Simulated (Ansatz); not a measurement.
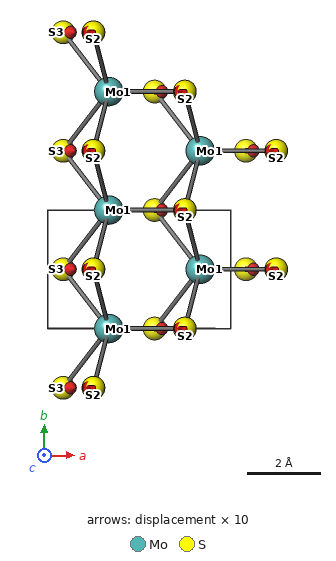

This is a relaxation of crystalline MoS2 (set up in Cm). The starting structure is drawn; red arrows show the displacements (the part carried along by the change of the cell is left out), 10 times their true length.

A ball-and-stick model of the conventional cell (2 times the calculation's cell), repeated 1 × 2 × 1 with one cell outlined, seen along the c axis. Lengths and directions refer to the drawn axes.

Case: film's bulk on the substrate's plane, third vector and atoms relaxed.

The calculation used Ansatz, DFT PBEsol, scalar-relativistic, plane waves, PAW. (plane-wave cutoff 420 eV; k-point mesh 8 × 4 × 10; occupations gaussian; smearing width 0.02 eV; no spin polarisation; cell relaxed at fixed a, b, gamma; force threshold 0.01 eV/Å; at most 50 steps)

> Atoms of which element are displaced furthest, and by how much?

Sulfur: up to 0.087 Å, against 0.012 Å for molybdenum.

> Describe the change and its energy.

The largest moves relative to the cell, 0.087 Å, are those of S2 and S3. S3 goes along [1 0 2]. Largest moves by element: S 0.087 Å, Mo 0.012 Å. The drawn cell changes as follows: a 5.187 → 5.381 Å (+3.7 %), b unchanged at 3.272 Å, c 6.733 → 6.804 Å (+1.1 %), β 103.3° → 105.1°; the volume changes by +4.0 %. Among the contacts that change: Mo1–Mo1 3.067 → 3.149 Å, Mo1–S3 2.478 → 2.414 Å, Mo1–S3 (another image) 2.341 → 2.379 Å, Mo1–S2 2.448 → 2.414 Å. Bond angles that change, for instance: S2–Mo1–S3 86.4° → 80.8°, S2–Mo1–S2 78.4° → 82.1°, Mo1–S2–Mo1 78.4° → 82.1°. The space group stays Cm (No. 8). After 3 accepted moves (4 points after the start) the energy has fallen by 50.8 meV per atom. The largest force component goes from 1.2 to 0.008 eV/Å. Pressure: −4.42 GPa at the start and −2.47 GPa at the end. At 1 point the geometry stayed and the basis and grid were re-selected for the new cell (energy shift of 0.1 meV per atom at most each time). The run took 22 s on 4 threads of Arm Neoverse V2 (shared host), peak memory 0.49 GiB.

Limits of the set-up: layers or molecules are held without a dispersion correction, so their spacing is unreliable.
